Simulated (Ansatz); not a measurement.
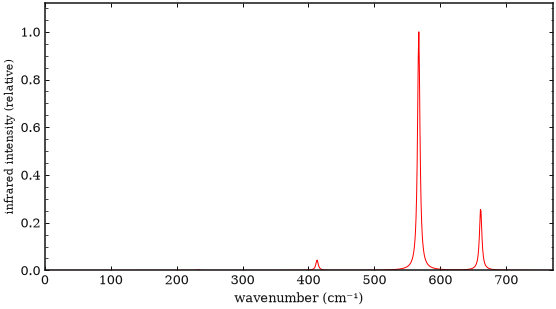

Plotted: infrared spectrum of the zone-centre phonons for AlGa₃N₄, space group P-43m (No. 215). Lines are broadened by Lorentzians of 4.4 cm⁻¹ full width; the spectrum is scaled to its strongest line. These are zero-field (TO) frequencies; inactive modes don't show.

Cell as given: a = 4.452 Å, b = 4.452 Å, c = 4.452 Å, α = 90.00°, β = 90.00°, γ = 90.00°; 8 atoms.

Computed with Ansatz 0.2.0: infrared-active and silent optical phonons at the zone centre of an insulator with atoms at rest in the given cell, intensity summed over the level, zero macroscopic field, imaginary frequencies are negative, field response on a mesh refined by the program; PAW. Level: PBEsol, no spin polarisation.

wave cutoff 420 eV; k mesh 6×6×6; occupations fixed; pressure 2 GPa.

This calculation gives: strongest infrared line 567.3 cm⁻¹ and highest clear line 661.2 cm⁻¹.

Now the cell is expanded by 3.0 % in volume, to 11.37 Å³/atom. Predict the effect.

The strongest infrared line falls from 567.3 to 543.7 cm⁻¹ (−4.2 %) and the highest clear line falls from 661.2 to 630.4 cm⁻¹ (−4.7 %). The shift of the strongest infrared line amounts to a Grüneisen parameter of 1.41.

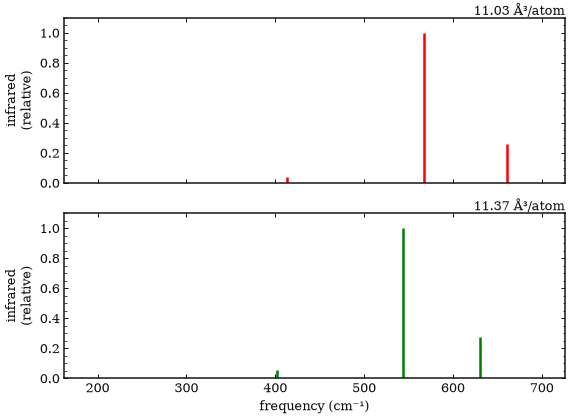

The two results together.

For both, limits of the calculation: field response not converged on the k mesh.
